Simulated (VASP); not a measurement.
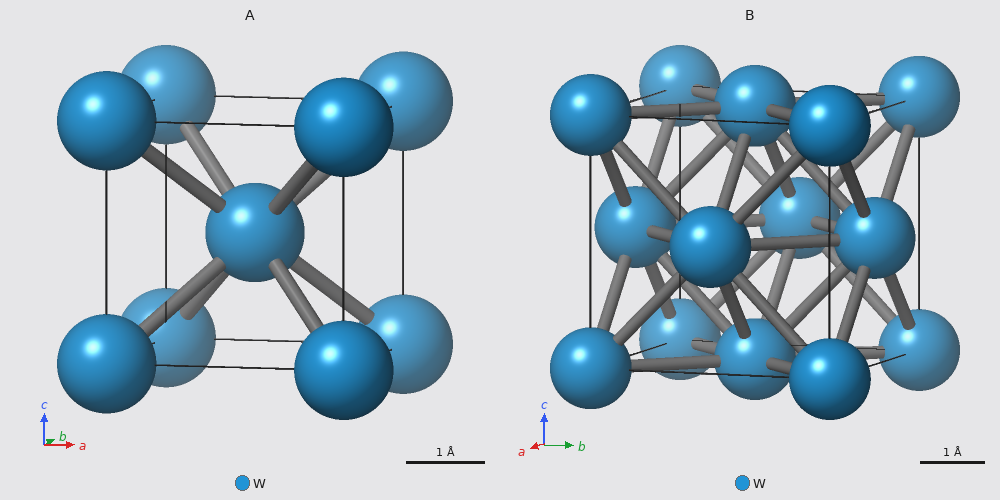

Two structures of W, each relaxed (cell and atoms) at zero pressure; conventional cells in solid outline, small ones repeated, each panel with its own scale. Alike in all runs: VASP 6.6.1; functional PBEsol; VASP's PAW PBE potentials, release 64 (W_sv); cutoff 600 eV; occupations gaussian, width 0.1 eV; no spin polarisation; no spin-orbit coupling. The k meshes have like spacings.

### Name the structure in each panel.

A: body-centred cubic (W type), Im-3m; B: face-centred cubic (Cu type), Fm-3m.

### Rank them by energy, lowest first.

A, then B (+490 meV/atom), static energies at zero smearing.

### Collect the results in a table.

| panel | space group | E − E(lowest) (meV/atom) | volume (Å³/atom) |
| --- | --- | --- | --- |
| A | Im-3m | 0 | 15.7 |
| B | Fm-3m | 490 | 16.0 |

The starts are database entries or structure types tried for this composition, and the most stable form need not be among them.

Caveat: spin-orbit coupling is left out, which matters for W, if less for volumes and forces than for levels.
